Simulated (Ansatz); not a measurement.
# Fermi surface of Na (Pnma)

```
Na
1.0
     8.09723    0.00000    0.00000
     0.00000    4.52875    0.00000
     0.00000    0.00000    8.68231
Na
8
Direct
  0.15607 0.25000 0.57976
  0.65607 0.25000 0.92024
  0.84393 0.75000 0.42024
  0.34393 0.75000 0.07976
  0.02100 0.25000 0.16615
  0.52100 0.25000 0.33385
  0.97900 0.75000 0.83385
  0.47900 0.75000 0.66615
```

Theory: DFT PBE, scalar-relativistic, plane waves, PAW; levels and slopes on a dense k mesh at the converged density (Ansatz). No spin polarisation. k mesh for the levels: 14×24×14. Cell and positions as given, without relaxation. The cell comes from a database of computed structures, not from a measurement.

## 1. The sheets

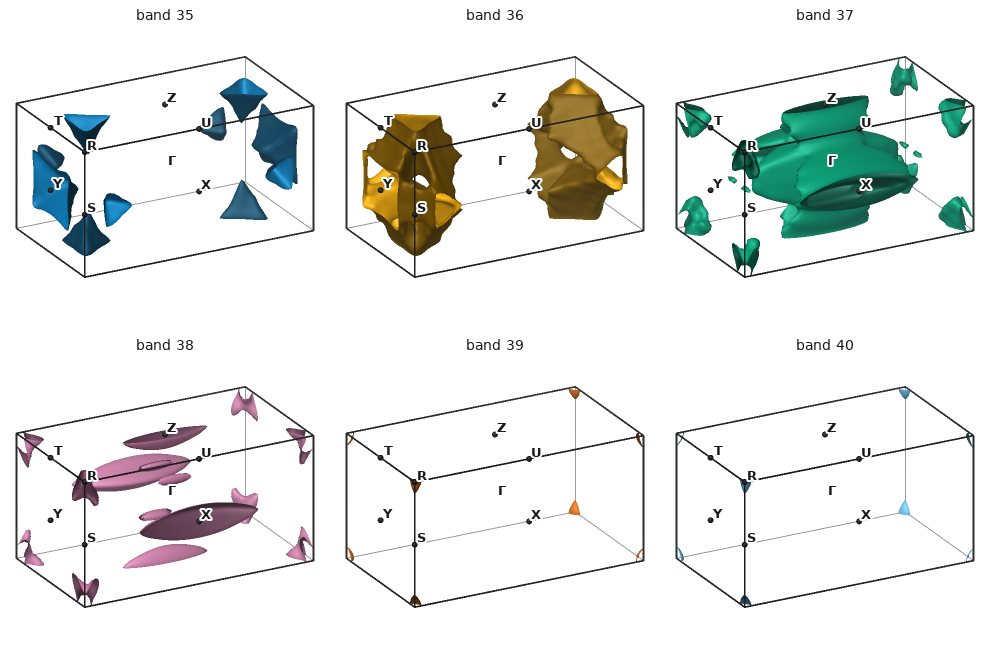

Fermi surface of this crystal. Each panel holds one band. The brighter face of a sheet looks towards empty states.

> What does each sheet look like, and where are the electron and hole pockets?

Six bands cross the Fermi level; this is a three-dimensional metal.

Band 35: one hole pocket centred at Y (1.6 % of the zone), two hole pockets on the T–Z line (each 0.62 % of the zone) and two hole pockets on the X–S line (each 0.27 % of the zone).
Band 36: an open sheet between a filled part that runs through the repeated zones in all directions and an empty one that does so in two.
Band 37: one electron pocket centred at R (1.9 % of the zone), an open sheet between a empty part that runs through the repeated zones in all directions and a filled one that does so in two and specks under 0.04 % of the zone, which the mesh doesn't resolve and which may come from the interpolation.
Band 38: one electron pocket centred at X (1.8 % of the zone), one electron pocket centred at R (0.81 % of the zone), one electron pocket centred at Z (0.44 % of the zone) and specks under 0.04 % of the zone, which the mesh doesn't resolve and which may come from the interpolation.
Band 39: one electron pocket centred at R, no more than about three mesh steps wide (0.06 % of the zone).
Band 40: one electron pocket centred at R, no more than about three mesh steps wide (0.06 % of the zone).
A pocket cut by a face of the zone is counted once with the part on the opposite face.
The shape of the surface of band 39 and band 40 changes its kind within 0.04 eV of this level, so small parts may appear, vanish, join or separate.

## 2. Speeds

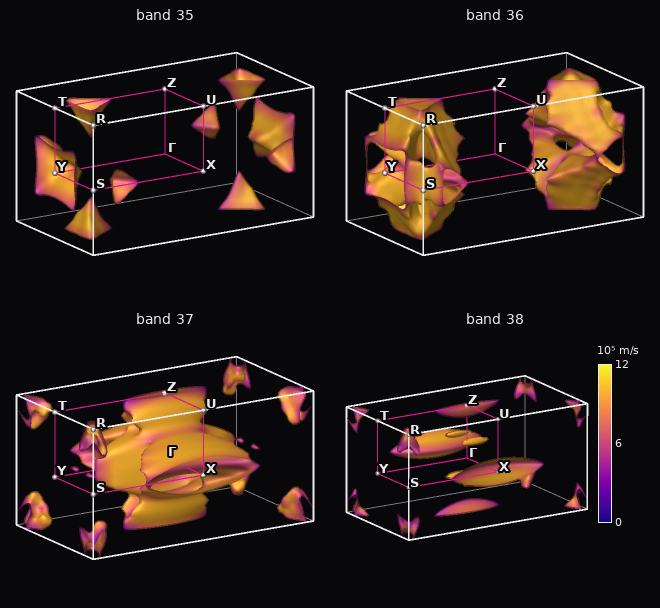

Fermi surface of this crystal (the four sheets of greatest area among six bands), coloured by the Fermi speed.

> Give the range and mean of the Fermi speed for each band.

Band 35: 5.5 to 10 × 10⁵ m/s over most of the sheet, 8.2 × 10⁵ m/s on average over states. Band 36: 5.9 to 10 × 10⁵ m/s over most of the sheet, 8.9 × 10⁵ m/s on average over states. Band 37: 5.3 to 10 × 10⁵ m/s over most of the sheet, 8.6 × 10⁵ m/s on average over states. Band 38: 4.5 to 10 × 10⁵ m/s over most of the sheet, 7.7 × 10⁵ m/s on average over states.

## 3. Cuts and bands

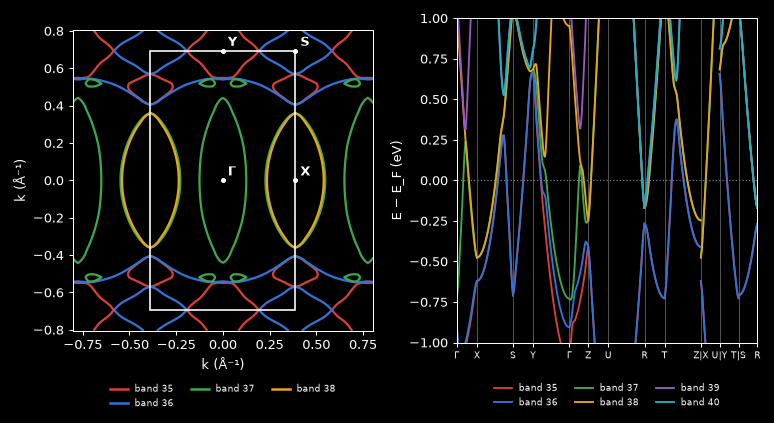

This crystal: cut through the Fermi surface in the plane through Γ, X and Y, and the bands that cross the Fermi level.

> For each band, read its level at the labelled points (eV from the Fermi level).

```csv
band,Γ,X,Z,U,Y,S
band 35,below,−0.62,−0.41,below,+0.66,−0.71
band 36,−0.91,−0.62,−0.41,below,+0.66,−0.71
band 37,−0.73,−0.48,−0.25,above,+0.69,above
band 38,+0.95,−0.48,−0.25,above,+0.69,above
band 39,above,above,above,above,+0.81,above
band 40,above,above,above,above,+0.81,above
```

Negative values are filled states; "above" and "below" lie outside the plotted window.

Necks and pockets thinner than about two mesh steps aren't resolved, so separate pockets may in truth be joined.

Time for the whole run: 8.5 min on 2 threads of Arm Neoverse N1, with other jobs on the host, peak memory 4.4 GiB.
